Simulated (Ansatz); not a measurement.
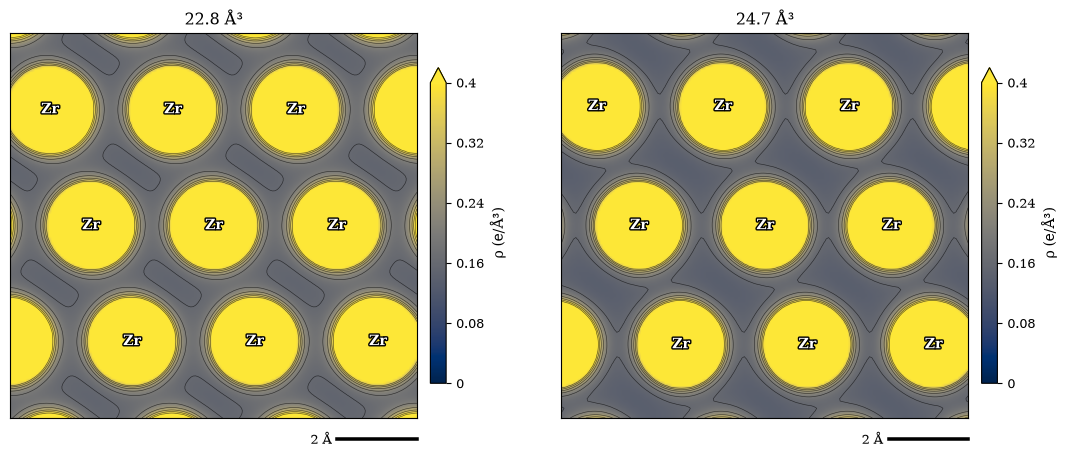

Zr. The valence pseudo-density of cells scaled evenly to different volumes (given per atom above each panel), on the (100) plane of each (indices in the axes of the cell below), at one length scale and on one colour scale.

Method: Kohn-Sham DFT of a periodic cell, PBE, Ansatz PAW in Ansatz.

The largest cell:

```cif
data_structure
_symmetry_space_group_name_H-M 'P 1'
_symmetry_Int_Tables_number 1
_cell_length_a 3.1763
_cell_length_b 3.1763
_cell_length_c 3.1763
_cell_angle_alpha 109.471
_cell_angle_beta 109.471
_cell_angle_gamma 109.471
_cell_volume 24.67
loop_
_atom_site_label
_atom_site_type_symbol
_atom_site_fract_x
_atom_site_fract_y
_atom_site_fract_z
_atom_site_occupancy
Zr1 Zr 0.00000 0.00000 0.00000 1
```

| volume (Å³/atom) | Zr–Zr contact in the plane (Å) | ρ at its midpoint (e/Å³) | pressure (GPa) | 
| --- | --- | --- | --- |
| 22.77 | 3.093 | 0.182 | −0.2 | 
| 23.24 | 3.114 | ? | ? | 
| 24.67 | 3.176 | 0.164 | −6.1 | 

Q: Estimate the missing row, and compare with the calculation.

A: Over the known rows ln ρ falls by 1.25 per Å of Zr–Zr distance (the line through the two), which gives 0.177 e/Å³ at 3.114 Å; the calculation gives 0.177 e/Å³. For the pressure, a straight line in volume between the neighbouring rows gives −1.7 GPa; the calculation gives −1.8.
